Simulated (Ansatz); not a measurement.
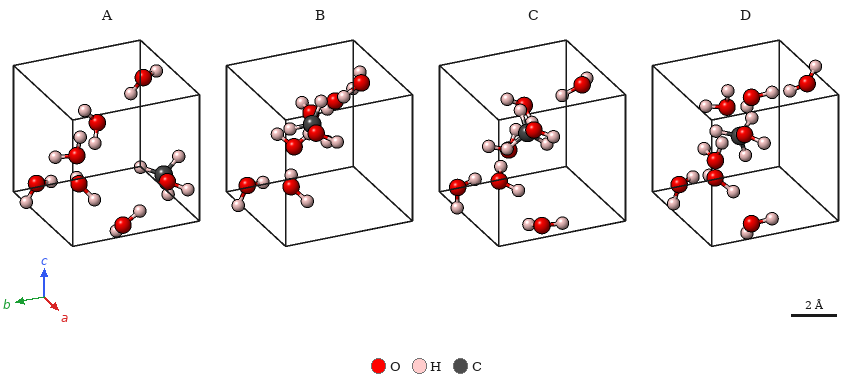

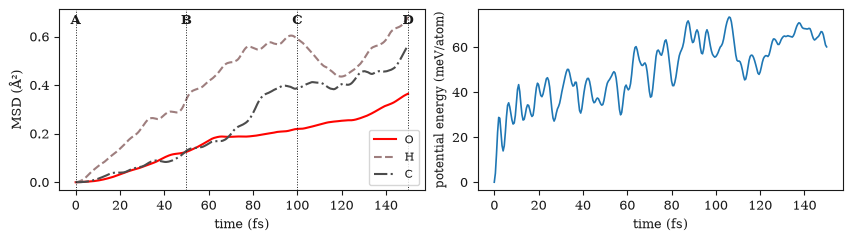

Molecular dynamics of a periodic cell with 6 H2O + 1 CH3OH at 0.942 g/cm³, 150 fs long. Frames (A at 0 fs, B at 50 fs, C at 100 fs, D at 150 fs) and the history of the run. The picture is a ball-and-stick view of the simulation cell, seen from a free direction. Atoms that leave the cell re-enter on the other side.

Theory: DFT PBE-D3(BJ), scalar-relativistic, plane waves, PAW in Ansatz 0.2.0. Run with plane-wave cutoff 420 eV; k-point mesh 1 × 1 × 1; Fermi-Dirac smearing 0.05 eV; low-accuracy preset; Langevin thermostat (NVT); set temperature 700 K; time step 0.5 fs; friction 0.02 per fs.

Question: What do the frames and curves show?

Answer: Over the second half the temperature averages 635 K (spread ±88 K). The potential energy in the second half lies on average 60.7 meV per atom above the first frame. Root-mean-square distances from the starting positions over the second half, with the common drift of all atoms taken out: H 0.74 Å, C 0.64 Å, O 0.50 Å. The heavy atoms stay within a fraction of a molecule's size of their starting places; so short a run doesn't tell a liquid from a solid.

Limits of the set-up: the program's low-accuracy preset was used; the periodic images lie only 6.3 Å apart, so the values are limited by the cell's size.
